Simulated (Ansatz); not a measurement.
The structure in question:

```
CELL_PARAMETERS angstrom
3.31442 0.00000 0.00000
-1.65721 2.87038 0.00000
0.00000 0.00000 29.80009
ATOMIC_POSITIONS crystal
W 0.66667 0.33333 0.50252
W 0.33333 0.66667 0.26994
W 0.33333 0.66667 0.73007
Se 0.33333 0.66667 0.55829
Se 0.66667 0.33333 0.32574
Se 0.66667 0.33333 0.78580
Se 0.33333 0.66667 0.44674
Se 0.66667 0.33333 0.21420
Se 0.66667 0.33333 0.67430
```

**Describe what this structure looks like.**

Formula: WSe2. Counting shared atoms by their share gives 3 W, 6 Se, or 9 atoms. The polyhedra are WSe6 trigonal prisms; they share edges. Each W atom is coordinated by six Se in a trigonal prismatic arrangement at 2.53 Å. Each Se atom is coordinated by three W in a trigonal pyramidal arrangement at 2.53 Å. Not all metal-metal contacts are counted. The bonds build WSe2 layers parallel to (001).

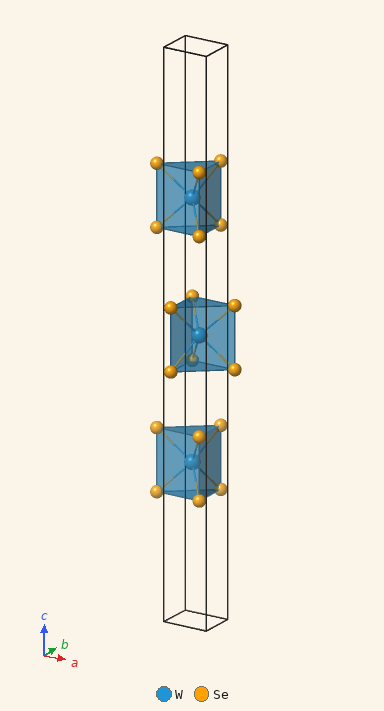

The image is a polyhedral drawing of a crystal, viewed slightly off an axis. Thin lines show the simulation cell, with boundary atoms drawn in all their periodic places. Some neighbours outside the box are added.

Its origin is a structure listed in the Materials Project. The cell was then strained or its atoms displaced on purpose. An electronic-structure calculation with Ansatz was run on it.
